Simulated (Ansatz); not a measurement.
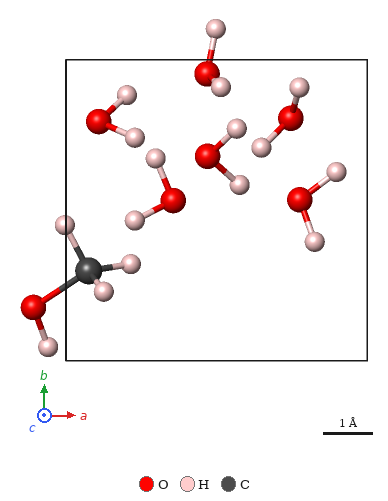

Starting frame of a dynamics run of a periodic cell with 6 H2O + 1 CH3OH at 0.942 g/cm³. It starts from the last geometry of an earlier run, with fresh velocities. Style: ball-and-stick. Shown: the simulation cell, along the c axis.

Computed with DFT PBE-D3(BJ), scalar-relativistic, plane waves, PAW in Ansatz 0.2.0.

Input
```yaml
accuracy: low
crystal:
  lattice:
    - [6.274305, 0.0, 0.0]
    - [0.0, 6.274305, 0.0]
    - [0.0, 0.0, 6.274305]
  atoms:
    - { symbol: O, position: [0.46428439, -0.05170391, 0.88860469] }
    - { symbol: H, position: [0.49314241, 0.0977404, 0.87365762] }
    - { symbol: H, position: [0.51010551, -0.09562866, 1.03589223] }
    - { symbol: O, position: [0.10466997, -0.20982437, 1.10334519] }
    - { symbol: H, position: [0.1983109, -0.12212231, 1.00962613] }
    - { symbol: H, position: [0.22461512, -0.26345184, 1.2046453] }
    - { symbol: O, position: [0.74217784, 0.8011952, 0.57113241] }
    - { symbol: H, position: [0.77058087, 0.90331369, 0.69799317] }
    - { symbol: H, position: [0.64451492, 0.70351741, 0.64860047] }
    - { symbol: O, position: [0.35195205, 0.52801333, 0.77008968] }
    - { symbol: H, position: [0.22431195, 0.4617599, 0.83052406] }
    - { symbol: H, position: [0.29362702, 0.6677042, 0.78045512] }
    - { symbol: O, position: [0.77190413, 0.53059703, 1.0297831] }
    - { symbol: H, position: [0.82148691, 0.39101689, 1.06215354] }
    - { symbol: H, position: [0.89366296, 0.62260275, 1.02779899] }
    - { symbol: O, position: [0.46602766, 0.67502584, 0.28921025] }
    - { symbol: H, position: [0.57243975, 0.58002017, 0.20718896] }
    - { symbol: H, position: [0.5628483, 0.76654257, 0.36966963] }
    - { symbol: C, position: [1.07139605, 0.29470277, 0.3737066] }
    - { symbol: O, position: [0.88798044, 0.1733941, 0.28249553] }
    - { symbol: H, position: [0.99232507, 0.44647251, 0.40841673] }
    - { symbol: H, position: [0.93689134, 0.04175704, 0.20815818] }
    - { symbol: H, position: [1.12149208, 0.22537469, 0.52475147] }
    - { symbol: H, position: [1.21133022, 0.31712789, 0.28600056] }
basis:
  ecutwfc: 420.0
kpoints:
  mp_grid: { grid: [1, 1, 1] }
hamiltonian:
  xc: pbe
  dispersion: d3bj
scf:
  occupations: { method: fermi_dirac, width: 0.05 }
  lower_state_search: "off"
md:
  timestep: 0.75
  n_steps: 400
  ensemble: nvt_langevin
  temperature: 700.0
  initial_velocities: maxwell_boltzmann
  seed: 713024
  friction: 0.05
```

Run as
```bash
ansatz run input.yaml --threads 1 --pin off --max-ram 3072MiB --backend cpu --events-out ev --progress --plain --runs-dir out
```

Question: What does the trajectory do?

Answer: Over the second half the temperature averages 698 K (spread ±99 K). The potential energy in the second half lies on average 28.5 meV per atom above the first frame. In the second half of the run the atoms are, in the root-mean-square, this far from where they began (common drift taken out): H 1.14 Å, O 0.76 Å, C 0.48 Å. The heavy atoms stay within a fraction of a molecule's size of their starting places; so short a run doesn't tell a liquid from a solid.

Along the run (each row but the first and the last is the mean over the interval that it begins):

```csv
time (fs),potential energy (meV/atom),T (K)
0.0,0.0,671
49.5,15.7,633
99.0,19.0,623
148.5,25.0,726
198.0,31.4,663
247.5,29.3,712
297.0,23.8,576
```

The paths of the atoms:

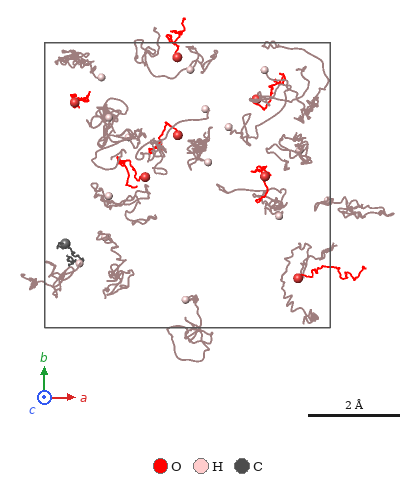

Limits of the set-up: the program's low-accuracy preset was used; the periodic images lie only 6.3 Å apart, so the values are limited by the cell's size.
